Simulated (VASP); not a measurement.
Geometry relaxation of ZrS₂ (part 2 of 4)

ZrS₂ (3 atoms in the cell); Kohn-Sham DFT of a periodic cell, PBE, VASP PAW PBE potentials, recommended, no spin polarisation (VASP 6.6.1); cutoff 600 eV, 9×9×5 k-mesh, Gaussian smearing of 0.03 eV. The structure derives from a Materials Project entry.

Geometry of the input (Å; fractional positions):
```
3.6914  0.0000  0.0000
-1.8457  3.1968  0.0000
0.0000  0.0000  6.0411
Zr 0.0000  0.0000  0.0000
S  0.6667  0.3333  0.7621
S  0.3333  0.6667  0.2379
```

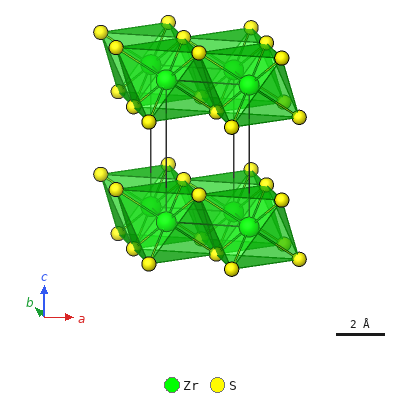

**Figure 1.** The input geometry (polyhedral view of the cell of the calculation, seen slightly off an axis; polyhedra are completed across the faces of the cell).

OSZICAR, continued:
```
  18 F= -.21440023E+02 E0= -.21440023E+02  d E =-.400780E-03
       N       E                     dE             d eps       ncg     rms          rms(c)
DAV:   1    -0.214402825834E+02   -0.25947E-03   -0.12590E-02  1600   0.871E-01    0.101E-01
DAV:   2    -0.214401874477E+02    0.95136E-04   -0.73994E-04  1888   0.231E-01    0.453E-02
DAV:   3    -0.214401544901E+02    0.32958E-04   -0.84810E-05  2384   0.710E-02    0.233E-02
DAV:   4    -0.214401520740E+02    0.24161E-05   -0.16912E-05  2848   0.255E-02    0.132E-02
DAV:   5    -0.214401516146E+02    0.45946E-06   -0.26352E-06  1720   0.105E-02
  19 F= -.21440152E+02 E0= -.21440152E+02  d E =-.128829E-03
       N       E                     dE             d eps       ncg     rms          rms(c)
DAV:   1    -0.214412821179E+02   -0.11300E-02   -0.99936E-02  1600   0.246E+00    0.285E-01
DAV:   2    -0.214404998973E+02    0.78222E-03   -0.58960E-03  1888   0.652E-01    0.129E-01
DAV:   3    -0.214402328044E+02    0.26709E-03   -0.66783E-04  2384   0.200E-01    0.659E-02
DAV:   4    -0.214402184768E+02    0.14328E-04   -0.13660E-04  2848   0.727E-02    0.371E-02
DAV:   5    -0.214402214028E+02   -0.29261E-05   -0.23303E-05  2592   0.298E-02    0.246E-02
DAV:   6    -0.214402217345E+02   -0.33163E-06   -0.15204E-05  2704   0.226E-02    0.140E-03
DAV:   7    -0.214402216600E+02    0.74476E-07   -0.54345E-07   992   0.619E-03
  20 F= -.21440222E+02 E0= -.21440222E+02  d E =-.198875E-03
       N       E                     dE             d eps       ncg     rms          rms(c)
DAV:   1    -0.214403421612E+02   -0.12043E-03   -0.90881E-03  1600   0.741E-01    0.862E-02
DAV:   2    -0.214402665839E+02    0.75577E-04   -0.53570E-04  1880   0.196E-01    0.384E-02
DAV:   3    -0.214402415502E+02    0.25034E-04   -0.63465E-05  2392   0.611E-02    0.198E-02
DAV:   4    -0.214402416466E+02   -0.96355E-07   -0.11906E-05  2824   0.214E-02    0.112E-02
DAV:   5    -0.214402431767E+02   -0.15301E-05   -0.16722E-06  1256   0.895E-03    0.750E-03
DAV:   6    -0.214402451420E+02   -0.19653E-05   -0.25502E-06  1736   0.846E-03    0.990E-04
DAV:   7    -0.214402451472E+02   -0.51975E-08   -0.18940E-07   800   0.313E-03
  21 F= -.21440245E+02 E0= -.21440245E+02  d E =-.222362E-03
       N       E                     dE             d eps       ncg     rms          rms(c)
DAV:   1    -0.214406686300E+02   -0.42349E-03   -0.13994E-02  1904   0.105E+00    0.177E-01
DAV:   2    -0.214403354902E+02    0.33314E-03   -0.10698E-03  1920   0.304E-01    0.685E-02
DAV:   3    -0.214402571976E+02    0.78293E-04   -0.31719E-04  2376   0.120E-01    0.237E-02
DAV:   4    -0.214402594587E+02   -0.22611E-05   -0.19282E-05  2424   0.263E-02    0.181E-02
DAV:   5    -0.214402597927E+02   -0.33406E-06   -0.17275E-05  2712   0.205E-02    0.359E-03
DAV:   6    -0.214402595403E+02    0.25244E-06   -0.68080E-07   848   0.611E-03
  22 F= -.21440260E+02 E0= -.21440260E+02  d E =-.143931E-04
       N       E                     dE             d eps       ncg     rms          rms(c)
DAV:   1    -0.214402902647E+02   -0.30472E-04   -0.96785E-04  1912   0.274E-01    0.463E-02
DAV:   2    -0.214402656322E+02    0.24633E-04   -0.74452E-05  1920   0.798E-02    0.180E-02
DAV:   3    -0.214402598157E+02    0.58165E-05   -0.21921E-05  2384   0.315E-02    0.620E-03
DAV:   4    -0.214402606446E+02   -0.82890E-06   -0.94657E-07   976   0.686E-03
  23 F= -.21440261E+02 E0= -.21440261E+02  d E =-.154974E-04
       N       E                     dE             d eps       ncg     rms          rms(c)
DAV:   1    -0.214402757942E+02   -0.15978E-04   -0.49845E-04  1896   0.201E-01    0.338E-02
DAV:   2    -0.214402626771E+02    0.13117E-04   -0.37534E-05  1904   0.578E-02    0.128E-02
DAV:   3    -0.214402596643E+02    0.30128E-05   -0.11174E-05  2376   0.228E-02    0.456E-03
DAV:   4    -0.214402602408E+02   -0.57648E-06   -0.50062E-07   864   0.524E-03
  24 F= -.21440260E+02 E0= -.21440260E+02  d E =-.150936E-04
```

Parts of OUTCAR:
```
SYSTEM = ZrS2
   PREC = Accurate
   ENCUT = 600
   EDIFF = 1E-6
   ISMEAR = 0
   LREAL = .False.
   LASPH = .True.
   NELM = 80
   ISIF = 3
   GGA = PE
   IBRION = 2
   NSW = 90
   EDIFFG = -0.01

 ion  position               nearest neighbor table
   1  0.000  0.000  0.000-   2 2.57   3 2.57   3 2.57   2 2.57   2 2.57   3 2.57
   2  0.667  0.333  0.762-   1 2.57   1 2.57   1 2.57
   3  0.333  0.667  0.238-   1 2.57   1 2.57   1 2.57

  LATTYP: Found a hexagonal cell.
 ALAT       =     3.6913825498
 C/A-ratio  =     1.6365350728

  Lattice vectors:

 A1 = (   3.6913825498,   0.0000000000,   0.0000000000)
 A2 = (  -1.8456912749,   3.1968310632,   0.0000000000)
 A3 = (   0.0000000000,   0.0000000000,   6.0410770100)

Analysis of symmetry for initial positions (statically):
=====================================================================
 Subroutine PRICEL returns:
 Original cell was already a primitive cell.

 Routine SETGRP: Setting up the symmetry group for a
 hexagonal supercell.

 Subroutine GETGRP returns: Found 12 space group operations
 (whereof 12 operations were pure point group operations)
 out of a pool of 24 trial point group operations.

The static configuration has the point symmetry D_3d.

Analysis of symmetry for dynamics (positions and initial velocities):
=====================================================================
 Subroutine PRICEL returns:
 Original cell was already a primitive cell.

 Routine SETGRP: Setting up the symmetry group for a
 hexagonal supercell.

 Subroutine GETGRP returns: Found 12 space group operations
 (whereof 12 operations were pure point group operations)
 out of a pool of 24 trial point group operations.

The dynamic configuration has the point symmetry D_3d.

 Subroutine INISYM returns: Found 12 space group operations
 (whereof 12 operations are pure point group operations),
 and found     1 'primitive' translations

----------------------------------------------------------------------------------------

                                     Primitive cell

  volume of cell :      71.2891

  direct lattice vectors                    reciprocal lattice vectors
     3.691382550  0.000000000  0.000000000     0.270901210  0.156404887  0.000000000
    -1.845691275  3.196831063  0.000000000     0.000000000  0.312809773  0.000000000
     0.000000000  0.000000000  6.041077010     0.000000000  0.000000000  0.165533397

  length of vectors
     3.691382550  3.691382550  6.041077010     0.312809773  0.312809773  0.165533397

  position of ions in fractional coordinates (direct lattice)
     0.000000000  0.000000000  0.000000000
     0.666666670  0.333333330  0.762090030
     0.333333330  0.666666670  0.237909970

  ion indices of the primitive-cell ions
   primitive index   ion index
                 1           1
                 2           2
                 3           3

----------------------------------------------------------------------------------------

 KPOINTS: regular mesh

Automatic generation of k-mesh.
 Grid dimensions read from file:
 generate k-points for:    9    9    5

 Generating k-lattice:

  Cartesian coordinates                     Fractional coordinates (reciprocal lattice)
     0.030100134  0.017378321  0.000000000     0.111111111  0.000000000  0.000000000
     0.000000000  0.034756641  0.000000000     0.000000000  0.111111111  0.000000000
     0.000000000  0.000000000  0.033106679     0.000000000  0.000000000  0.200000000

  Length of vectors
     0.034756641  0.034756641  0.033106679

  Shift w.r.t. Gamma in fractional coordinates (k-lattice)
     0.000000000  0.000000000  0.000000000

 Subroutine IBZKPT returns following result:
 ===========================================

 Found     50 irreducible k-points:

 Following reciprocal coordinates:
            Coordinates               Weight
  0.000000  0.000000  0.000000      1.000000
  0.111111 -0.000000  0.000000      6.000000
  0.222222  0.000000  0.000000      6.000000
  0.333333  0.000000  0.000000      6.000000
  0.444444  0.000000  0.000000      6.000000
  0.111111  0.111111  0.000000      6.000000
  0.222222  0.111111  0.000000     12.000000
  0.333333  0.111111  0.000000     12.000000
  0.444444  0.111111  0.000000      6.000000
  0.222222  0.222222  0.000000      6.000000
  0.333333  0.222222  0.000000     12.000000
  0.333333  0.333333  0.000000      2.000000
  0.000000  0.000000  0.200000      2.000000
  0.111111 -0.000000  0.200000      6.000000
  0.000000  0.111111  0.200000      6.000000
  0.222222  0.000000  0.200000      6.000000
  0.000000  0.222222  0.200000      6.000000
  0.333333  0.000000  0.200000      6.000000
  0.000000  0.333333  0.200000      6.000000
  0.444444  0.000000  0.200000      6.000000
  0.000000  0.444444  0.200000      6.000000
  0.111111  0.111111  0.200000     12.000000
  0.222222  0.111111  0.200000     12.000000
 -0.111111  0.333333  0.200000     12.000000
 [... further k-points ...]
   k-points           NKPTS =     50   k-points in BZ     NKDIM =     50   number of bands    NBANDS=     16
   number of dos      NEDOS =    301   number of ions     NIONS =      3
   total plane-waves  NPLWV =  43200
   dimension x,y,z NGX =    30 NGY =   30 NGZ =   48
   dimension x,y,z NGXF=    60 NGYF=   60 NGZF=   96
   ions per type =               1   2
   NGX,Y,Z   is equivalent  to a cutoff of  13.51, 13.51, 13.21 a.u.
   NGXF,Y,Z  is equivalent  to a cutoff of  27.02, 27.02, 26.42 a.u.
 SYSTEM =  ZrS2
   PREC   = accura    normal or accurate (medium, high low for compatibility)
   ISTART =      0    job   : 0-new  1-cont  2-samecut
   ICHARG =      2    charge: 1-file 2-atom 10-const
   ISPIN  =      1    spin polarized calculation?
   LNONCOLLINEAR =      F non collinear calculations
   LSORBIT =      F    spin-orbit coupling
   LASPH  =      T    aspherical Exc in radial PAW
   ENCUT  =  600.0 eV  44.10 Ry    6.64 a.u.   7.37  7.37 12.07*2*pi/ulx,y,z
   NELM   =     80;   NELMIN=  2; NELMDL= -5     # of ELM steps
   EDIFF  = 0.1E-05   stopping-criterion for ELM
   LREAL  =      F    real-space projection
   EDIFFG = -.1E-01   stopping-criterion for IOM
   NSW    =     90    number of steps for IOM
   IBRION =      2    ionic relax: 0-MD 1-quasi-New 2-CG
   NFREE  =      1    steps in history (QN), initial steepest desc. (CG)
   ISIF   =      3    stress and relaxation
   ISYM   =      2    0-nonsym 1-usesym 2-fastsym
   POTIM  = 0.5000    time-step for ionic-motion
   TEBEG  =    0.0;   TEEND  =   0.0 temperature during run
   PSTRESS=    0.0 pullay stress
   NELECT =      24.0000    total number of electrons
   NUPDOWN=      -1.0000    fix difference up-down
   EMIN   =  10.00;   EMAX   =-10.00  energy-range for DOS
   EFERMI =   0.00;   METHOD = LEGACY
   ISMEAR =     0;   SIGMA  =   0.03  broadening in eV -4-tet -1-fermi 0-gaus
   EFERMI_NEDOS =   21; number of points for ismear=-14 and -15
   IALGO  =     38    algorithm
   IMIX   =      4    mixing-type and parameters
     AMIX     =   0.40;   BMIX     =  1.00
     AMIX_MAG =   1.60;   BMIX_MAG =  1.00
  volume/ion in A,a.u.               =      23.76       160.36
  Fermi-wavevector in a.u.,A,eV,Ry     =   1.138861  2.152136 17.646828  1.297005
  Thomas-Fermi vector in A             =   2.275565
   LORBIT       =      0    0 simple, 1 ext, 2 COOP (PROOUT), +10 PAW based schemes
   GGA     = PE    functional components
   LHFCALC =     F    Hartree Fock is set to
   AEXX    =    0.0000 exact exchange contribution
   IVDW    =     0    specifies the selected vdW correction
   LEPSILON=     F    determine dielectric tensor
   LRPA    =     F    only Hartree local field effects (RPA)
 conjugate gradient relaxation of ions
 non-spin polarized calculation
 Gauss-broadening in eV      SIGMA  =   0.03
  energy-cutoff  :      600.00
  volume of cell :       71.29
 maximum number of plane-waves:      2430
 NGX is ok and might be reduce to    30
   NGX = 15   NGY = 15   NGZ = 25

--------------------------------------- Ionic step        1  -------------------------------------------

 number of electron      23.9999998 magnetization

 Free energy of the ion-electron system (eV)
  ---------------------------------------------------
  ext. energy  EPLUGINS =         0.00000000
  ---------------------------------------------------
  free energy    TOTEN  =       -21.42573670 eV

  energy without entropy =      -21.42573670  energy(sigma->0) =      -21.42573670

------------------------ aborting loop because EDIFF is reached ----------------------------------------

  FORCE on cell =-STRESS in cart. coord.  units (eV):
  Direction    XX          YY          ZZ          XY          YZ          ZX
  --------------------------------------------------------------------------------------
  -------------------------------------------------------------------------------------
  Total        0.0428954      0.0428954      0.5427520      0.0000000     -0.0000000      0.0000000
  in kB        0.9640467      0.9640467     12.1980084      0.0000000     -0.0000000      0.0000000
  external PRESSURE =       4.7087006 kB  Pullay stress =       0.0000000 kB

 VOLUME and BASIS-vectors are now :
 -----------------------------------------------------------------------------
  energy-cutoff  :      600.00
  volume of cell :       71.29
      direct lattice vectors                 reciprocal lattice vectors
     3.691382550  0.000000000  0.000000000     0.270901210  0.156404887  0.000000000
    -1.845691275  3.196831063  0.000000000     0.000000000  0.312809773  0.000000000
     0.000000000  0.000000000  6.041077010     0.000000000  0.000000000  0.165533397

 POSITION                                       TOTAL-FORCE (eV/Angst)
 -----------------------------------------------------------------------------------
      0.00000      0.00000      0.00000        -0.000000      0.000000      0.000000
      1.84569      1.06561      4.60384        -0.000000      0.000000     -0.051459
     -0.00000      2.13122      1.43723         0.000000     -0.000000      0.051459
 -----------------------------------------------------------------------------------
    total drift:                                0.000000      0.000000     -0.000000

  FREE ENERGIE OF THE ION-ELECTRON SYSTEM (eV)
  ---------------------------------------------------
  free  energy   TOTEN  =       -21.4257367011 eV

  energy  without entropy=      -21.4257367011  energy(sigma->0) =      -21.42573670

--------------------------------------- Ionic step        2  -------------------------------------------

 number of electron      23.9999998 magnetization

------------------------ aborting loop because EDIFF is reached ----------------------------------------

  FORCE on cell =-STRESS in cart. coord.  units (eV):
  Direction    XX          YY          ZZ          XY          YZ          ZX
  --------------------------------------------------------------------------------------
  -------------------------------------------------------------------------------------
  Total       -0.3069772     -0.3069772      0.0113580      0.0000000      0.0000000      0.0000000
  in kB       -6.8299978     -6.8299978      0.2527074      0.0000000      0.0000000      0.0000000
  external PRESSURE =      -4.4690961 kB  Pullay stress =       0.0000000 kB

 VOLUME and BASIS-vectors are now :
 -----------------------------------------------------------------------------
  energy-cutoff  :      600.00
  volume of cell :       72.01
      direct lattice vectors                 reciprocal lattice vectors
     3.693928850  0.000000000  0.000000000     0.270714472  0.156297074  0.000000000
    -1.846964425  3.199036224 -0.000000000     0.000000000  0.312594147  0.000000000
    -0.000000000 -0.000000000  6.093803125     0.000000000  0.000000000  0.164101133

 POSITION                                       TOTAL-FORCE (eV/Angst)
 -----------------------------------------------------------------------------------
      3.69393     -0.00000      0.00000         0.000000     -0.000000     -0.000000
      1.84696      1.06635      4.64152        -0.000000     -0.000000      0.119100
     -0.00000      2.13269      1.45228         0.000000      0.000000     -0.119100
 -----------------------------------------------------------------------------------
    total drift:                               -0.000000     -0.000000      0.000000

  FREE ENERGIE OF THE ION-ELECTRON SYSTEM (eV)
  ---------------------------------------------------
  free  energy   TOTEN  =       -21.4277794134 eV

  energy  without entropy=      -21.4277794134  energy(sigma->0) =      -21.42777941

--------------------------------------- Ionic step        3  -------------------------------------------

 number of electron      23.9999998 magnetization

------------------------ aborting loop because EDIFF is reached ----------------------------------------

  FORCE on cell =-STRESS in cart. coord.  units (eV):
  Direction    XX          YY          ZZ          XY          YZ          ZX
  --------------------------------------------------------------------------------------
  -------------------------------------------------------------------------------------
  Total       -0.2552439     -0.2552439      0.0913618      0.0000000      0.0000000      0.0000000
  in kB       -5.6879194     -5.6879194      2.0359284      0.0000000      0.0000000      0.0000000
  external PRESSURE =      -3.1133034 kB  Pullay stress =       0.0000000 kB

 VOLUME and BASIS-vectors are now :
```
